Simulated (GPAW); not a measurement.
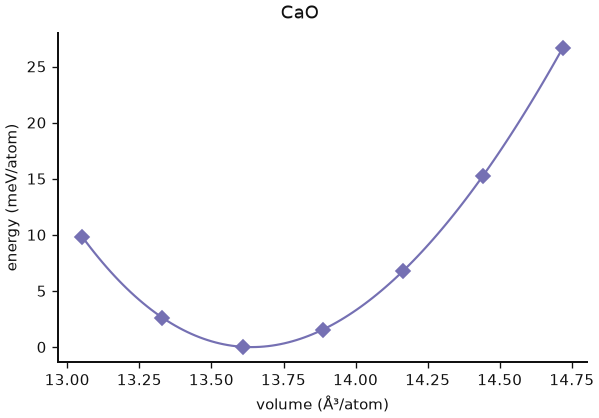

Plotted: energy against volume for CaO, space group Fm-3m (No. 225).

Structure:
```cif
data_structure
_symmetry_space_group_name_H-M 'P 1'
_symmetry_Int_Tables_number 1
_cell_length_a 3.3991
_cell_length_b 3.3991
_cell_length_c 3.3991
_cell_angle_alpha 60.000
_cell_angle_beta 60.000
_cell_angle_gamma 60.000
_cell_volume 27.77
loop_
_atom_site_label
_atom_site_type_symbol
_atom_site_fract_x
_atom_site_fract_y
_atom_site_fract_z
_atom_site_occupancy
Ca1 Ca 0.00000 0.00000 0.00000 1
O1 O 0.50000 0.50000 0.50000 1
```

Calculation (GPAW 26.7.0): PAW DFT in plane waves, on a grid or in atomic orbitals, no spin polarisation; energies at scaled volumes of the given cell, shape and fractions fixed, counted from the fit's minimum, third-order Birch-Murnaghan fit. Level: PBEsol.

k mesh 10×10×10; occupations Fermi–Dirac; smearing width 0.05 eV; potentials PAW data sets made by gpaw setup for the functional; wave cutoff 800 eV; program settings basis pw.

This calculation gives: equilibrium volume 13.64 Å³/atom and bulk modulus 115 GPa.

Now Ca is replaced by Mg on all its sites, which gives MgO in the same structure. The second calculation uses k mesh 11×11×11. What happens?

The equilibrium volume falls from 13.64 to 9.41 Å³/atom (−31 %) and the bulk modulus rises from 115 to 158 GPa (+37 %).

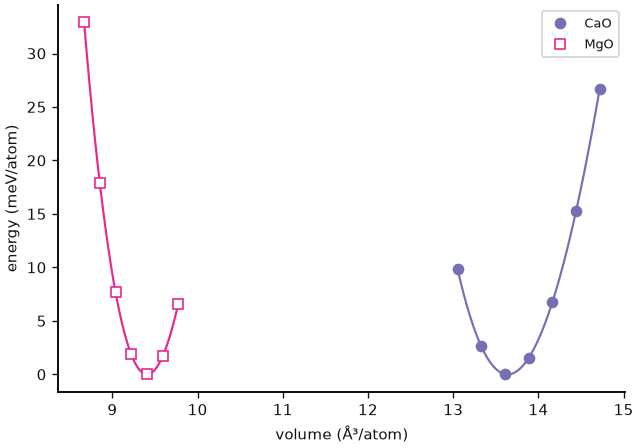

The two results together.

V0 and the bulk modulus come from third-order Birch–Murnaghan fits.
